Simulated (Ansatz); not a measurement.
SnSe

Input

```
crystal:
  lattice:
    - [4.8078448123, 0.0, 0.0]
    - [-2.4039224062, 4.1637157449, 0.0]
    - [0.0, 0.0, 5.8489403994]
  atoms:
    - { symbol: Sn, position: [0.3333333333, 0.6666666667, -0.0622102697] }
    - { symbol: Sn, position: [0.6666666667, 0.3333333333, 0.4377897303] }
    - { symbol: Se, position: [0.3333333333, 0.6666666667, 0.4372102697] }
    - { symbol: Se, position: [0.6666666667, 0.3333333333, 0.9372102697] }
kpoints:
  mp_grid: { grid: [6, 6, 4] }
  band_path:
    path:
      - [0.0, 0.0, 0.0]
      - [0.5, 0.0, 0.0]
      - [0.3333333333, 0.3333333333, 0.0]
      - [0.0, 0.0, 0.5]
      - [0.5, 0.0, 0.5]
      - [0.3333333333, 0.3333333333, 0.5]
      - [0.316406, 0.333333, 0.497396]
      - [0.315755, 0.331055, 0.497396]
    npoints: 1
hamiltonian:
  xc: r2scan
scf:
  occupations: { method: fermi_dirac, width: 0.02 }
  n_extra_bands: 5
output:
  forces: true
  stress: true
  eigenvalues: true
  write_density: true
  write_potential: true
  elf: true
  volumetric_format: npy
```

Command:

```sh
ansatz run input.yaml --threads 4 --pin off --max-ram 3686MiB --backend cpu --events-out ev --progress --plain --runs-dir out
```

Below, planes, directions and counts refer to the conventional cell (a = 4.81 Å, b = 4.81 Å, c = 5.85 Å, α = 90.00°, β = 90.00°, γ = 120.00°).

Space group P6₃/mmc; started from the wurtzite prototype, which need not be the ambient phase; changed on purpose from its base cell (hydrostatic strain -5.3%); computed pressure about 8 GPa in this cell.

Level of theory: Ansatz, DFT, r2SCAN, plane waves, PAW.

In a PAW calculation such maps are meaningful between the atoms, not at the nuclei.

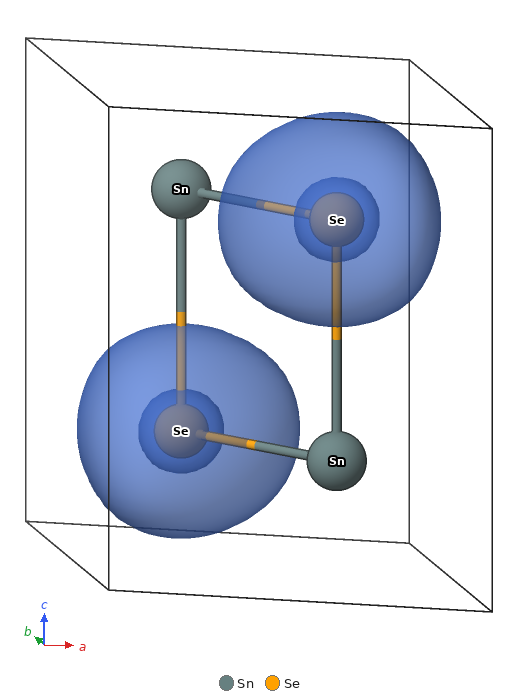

Figure 1. Isosurface of the electron localisation function at 0.6 (blue), seen slightly off an axis. Core shells and regions of very low density are left out. Sticks mark near contacts.

### What do the ELF domains correspond to?

The surface consists of two regions wrapped around Se (the valence shell of each), counted in one cell of 4 atoms. Regions shared between cells count once.


Sn–Se (2.78 Å): the ELF is about 0.45 at the midpoint. Sn–Se (2.92 Å): the ELF is about 0.45 at the midpoint and 0.30 at its lowest between the atoms.

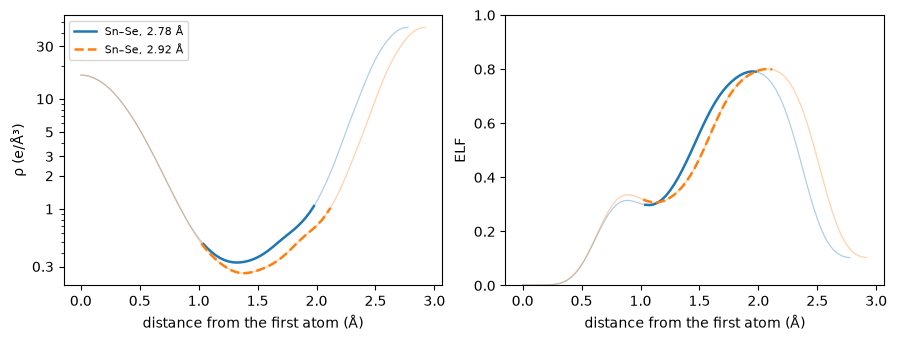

Figure 2. Valence charge density (pseudo) and electron localisation function along straight lines between neighbouring atoms. Thin, pale parts lie inside the atomic spheres.

### What can be read from the curves?

Sn–Se (2.78 Å): ρ at the midpoint is about 0.33 e/Å³; the ELF is about 0.45 at the midpoint.
Sn–Se (2.92 Å): ρ at the midpoint is about 0.27 e/Å³; the ELF is about 0.45 at the midpoint and 0.30 at its lowest between the atoms.
